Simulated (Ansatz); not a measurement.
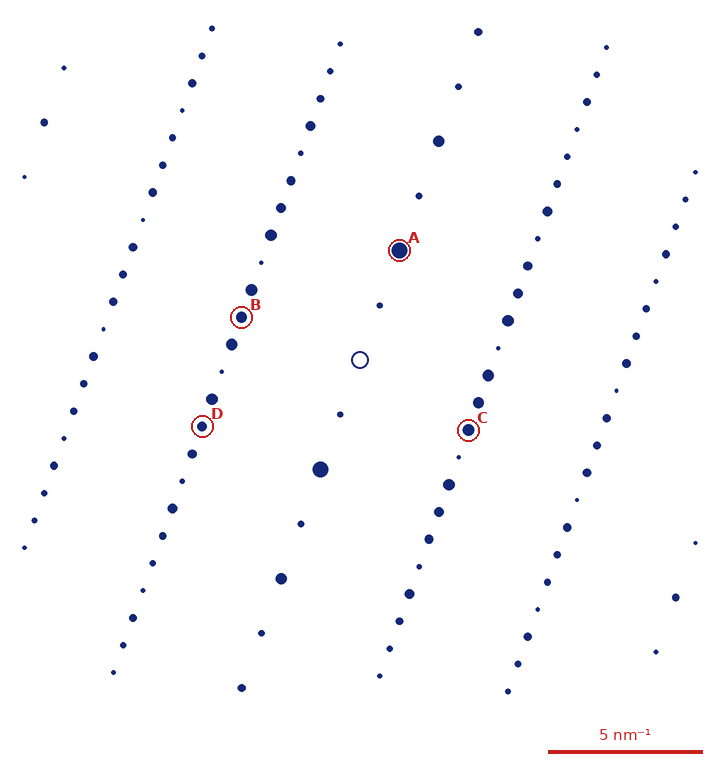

Computed electron diffraction pattern, 200 kV, single scattering only, B = 1 Å². The zone axis points towards the electron source and the pattern is seen from the source side.

The sample is Au, space group P6_3/mmc (No. 194), a = 2.82 Å, c = 10.59 Å (hexagonal axes). Structure: the end point of a relaxation with Ansatz, DFT r2SCAN, scalar-relativistic, plane waves, PAW; the starting structure was generated, so it need not be a known form of this composition.

```cif
data_structure
_symmetry_space_group_name_H-M 'P6_3/mmc'
_symmetry_Int_Tables_number 194
_cell_length_a 2.8231
_cell_length_b 2.8231
_cell_length_c 10.5943
_cell_angle_alpha 90.000
_cell_angle_beta 90.000
_cell_angle_gamma 120.000
_cell_volume 73.12
loop_
_atom_site_label
_atom_site_type_symbol
_atom_site_symmetry_multiplicity
_atom_site_Wyckoff_symbol
_atom_site_fract_x
_atom_site_fract_y
_atom_site_fract_z
_atom_site_occupancy
Au1 Au 4 f 0.33333 0.66667 0.38098 1
```

Spot A is indexed 0 0 -4 and spot B 0 1 0.

> Index the other marked spots.

C = −(1/4)A − B = 0 -1 1 (d = 2.382 Å). D = −A + B = 0 1 4 (d = 1.796 Å).

> Which zone axis is this?

The cross product of A and B is parallel to [100]; every spot obeys hu + kv + lw = 0.
